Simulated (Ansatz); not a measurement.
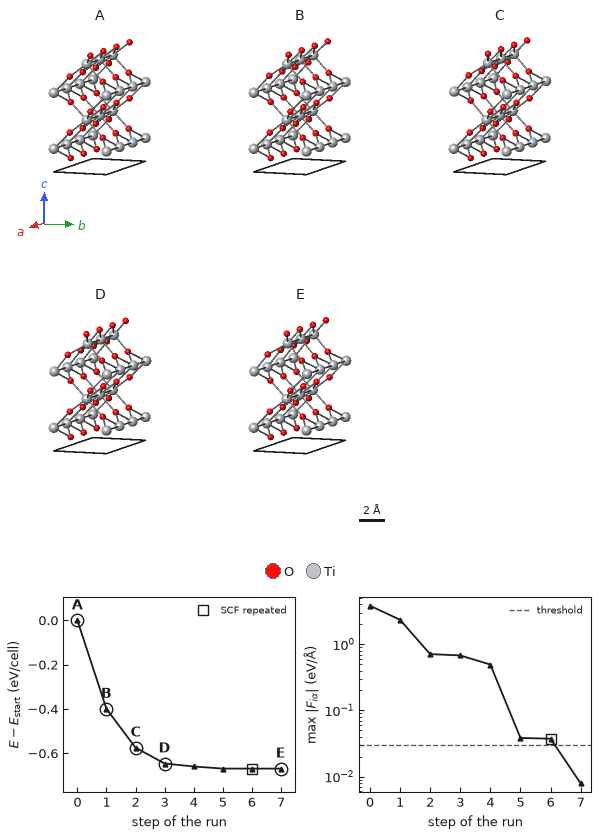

Frames of a constrained relaxation of a slab of composition TiO2 (cut from the P4_2/mnm phase), marked on the history of the run. A ball-and-stick model of the 3 × 1 repeat of the cell, outlined in the plane, without the vacuum, seen slightly off an axis.

Case: clean slab, lower half held. The slab is the (1 0 0) face of TiO2. 6 atoms are held fixed.

Method: DFT PBEsol, scalar-relativistic, plane waves, PAW (Ansatz).

Input
```yaml
crystal:
  lattice:
    - [2.9389939955, 0.0, 0.0]
    - [0.0, 4.5912476256, 0.0]
    - [0.0, 0.0, 25.6826117518]
  atoms:
    - { symbol: O, position: [0.5, 0.195561257, 0.3309632245] }
    - { symbol: Ti, position: [0.0, 0.0, 0.3659234601] }
    - { symbol: O, position: [0.5, 0.804438743, 0.4008836957] }
    - { symbol: O, position: [0.0, 0.304438743, 0.4203475845] }
    - { symbol: Ti, position: [0.5, 0.5, 0.45530782] }
    - { symbol: O, position: [0.0, 0.695561257, 0.4902680556] }
    - { symbol: O, position: [0.5, 0.195561257, 0.5097319444] }
    - { symbol: Ti, position: [0.0, 0.0, 0.54469218] }
    - { symbol: O, position: [0.5, 0.804438743, 0.5796524155] }
    - { symbol: O, position: [0.0, 0.304438743, 0.5991163043] }
    - { symbol: Ti, position: [0.5, 0.5, 0.6340765399] }
    - { symbol: O, position: [0.0, 0.695561257, 0.6690367755] }
basis:
  ecutwfc: 420
kpoints:
  mp_grid: { grid: [9, 6, 1] }
hamiltonian:
  xc: pbesol
scf:
  occupations: { method: gaussian, width: 0.05 }
output:
  forces: true
  eigenvalues: true
  write_density: true
  write_potential: true
  elf: true
  volumetric_format: npy
relax:
  adjacent_minimum: "off"
  f_tol: 0.03
  max_steps: 70
  constraints: [{ sites: [0, 1, 2, 3, 4, 5] }]
efield:
  axis: 3
  dipole_correction: true
  ramp_width: 0.04
```

Launched with:
```bash
ansatz run input.yaml --threads 2 --pin off --max-ram 5120MiB --backend cpu --events-out ev --progress --plain --runs-dir out
```

Question: What happens along the run?

Answer: Over 6 accepted moves (7 points after the start) the energy falls by 0.669 eV per cell of the calculation. Largest force component: 3.8 eV/Å at the start, 0.0079 eV/Å at the end. 1 step only repeated the SCF at the same geometry. O12 moves most: 0.32 Å at 78° to the normal (+c side). By element the largest moves are O 0.32 Å, Ti 0.10 Å. The cell stays as it was. Near-neighbour distances that change, for instance: O9–Ti11 1.977 → 1.832 Å, Ti8–O10 1.977 → 1.857 Å, Ti11–O12 1.942 → 1.834 Å, O10–Ti11 1.942 → 2.046 Å. Among the angles between lasting bonds that change: Ti11–O12–Ti11 98.3° → 106.5°, Ti11–O10–Ti11 98.3° → 91.8°, Ti8–O9–Ti8 98.3° → 95.0°. The run took 3.9 min on 2 threads of Arm Neoverse V1, with other jobs on the host, peak memory 0.72 GiB. From step 0 to 1: O12 moves most (0.17 Å), energy −0.399 eV per cell of the calculation. From step 1 to 2: O9 moves most (0.12 Å), energy −0.175 eV per cell of the calculation. From step 2 to 3: O12 moves most (0.18 Å), energy −71.6 meV per cell of the calculation. From step 3 to 7: O12 moves most (0.05 Å), energy −23.1 meV per cell of the calculation.

```json
{"step": "0", "E − E(0), meV/atom": "0.00", "largest force component, eV/Å": "3.8367", "note": ""}
{"step": "1", "E − E(0), meV/atom": "-33.28", "largest force component, eV/Å": "2.3487", "note": ""}
{"step": "2", "E − E(0), meV/atom": "-47.83", "largest force component, eV/Å": "0.7103", "note": ""}
{"step": "3", "E − E(0), meV/atom": "-53.80", "largest force component, eV/Å": "0.6782", "note": ""}
{"step": "4", "E − E(0), meV/atom": "-54.91", "largest force component, eV/Å": "0.4934", "note": ""}
{"step": "5", "E − E(0), meV/atom": "-55.71", "largest force component, eV/Å": "0.0383", "note": ""}
{"step": "6", "E − E(0), meV/atom": "-55.71", "largest force component, eV/Å": "0.0373", "note": "same geometry, SCF repeated"}
{"step": "7", "E − E(0), meV/atom": "-55.72", "largest force component, eV/Å": "0.0079", "note": ""}
```
